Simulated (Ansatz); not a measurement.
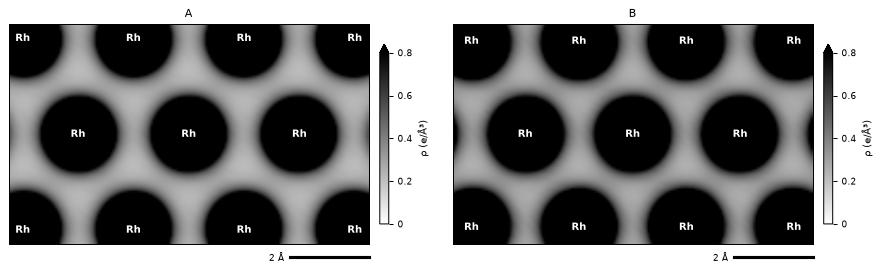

Rh. The valence charge density (pseudo) of two cells that differ in size and shape, on the (001) plane of each (indices in the axes of the calculation cell), at one length scale and on one colour scale: A has 15.4 Å³ an atom and B 13.9.

Space group P6₃/mmc; a structure from a database of computed crystals, not necessarily the ambient phase; computed without spin polarisation.

Computed with Ansatz 0.2.0, DFT r2SCAN, scalar-relativistic, plane waves, PAW.

Core electrons are frozen (PAW), and the valence fields are smoothed inside the atomic spheres.

The larger cell:

```
CELL_PARAMETERS angstrom
2.81291 0.00000 0.00000
-1.40645 2.43605 0.00000
0.00000 0.00000 4.49492
ATOMIC_POSITIONS crystal
Rh 0.66667 0.33333 0.75000
Rh 0.33333 0.66667 0.25000
```

The smaller cell: a = 2.731 Å, b = 2.731 Å, c = 4.296 Å, α = 90.00°, β = 90.00°, γ = 120.00°.

What changes from the larger cell to the smaller?

Answer. From the larger cell to the smaller, Rh–Rh goes from 2.81 to 2.73 Å, and the density at its midpoint from 0.29 to 0.34 e/Å³; the pressure goes from −23 to −1.8 GPa.
